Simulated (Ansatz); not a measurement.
The coordinates of a crystal:

```
CELL_PARAMETERS angstrom
3.65127 0.00000 0.00000
0.00000 3.65127 0.00000
0.00000 0.00000 3.65127
ATOMIC_POSITIONS crystal
Fe 0.00000 0.00000 0.00000
Co 0.50000 0.50000 0.00000
Co 0.50000 0.00000 0.50000
Co 0.00000 0.50000 0.50000
```

### What would you see if this were drawn?

The material is FeCo3. The symmetry is that of Pm-3m (No. 221), on a primitive cubic lattice. The prototype is Cu₃Au (L1₂) type. Cell content 1 Fe, 3 Co; Z = 1. Each Fe has twelve Co in a cuboctahedral arrangement at 2.58 Å. Each Co atom is coordinated by eight Co and four Fe in a cuboctahedral arrangement (2.58 Å to Co, 2.58 Å to Fe). The bonds build a three-dimensional framework.

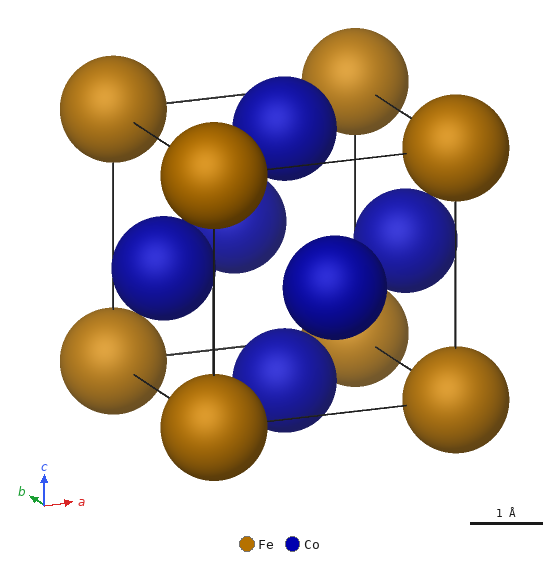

We look at a spheres-only model of the crystal slightly off an axis. One conventional unit cell is outlined, and atoms on its boundary appear in each equivalent place. Colours: iron orange, cobalt blue.

The structure was taken from a structure listed in the Materials Project. The cell was then strained or its atoms displaced on purpose. Ansatz was used for an electronic-structure calculation on it.

At this level of theory the run's own cell isn't at rest (stretched, at -16 GPa), so its distances can differ from those at equilibrium, the more so the softer the solid.
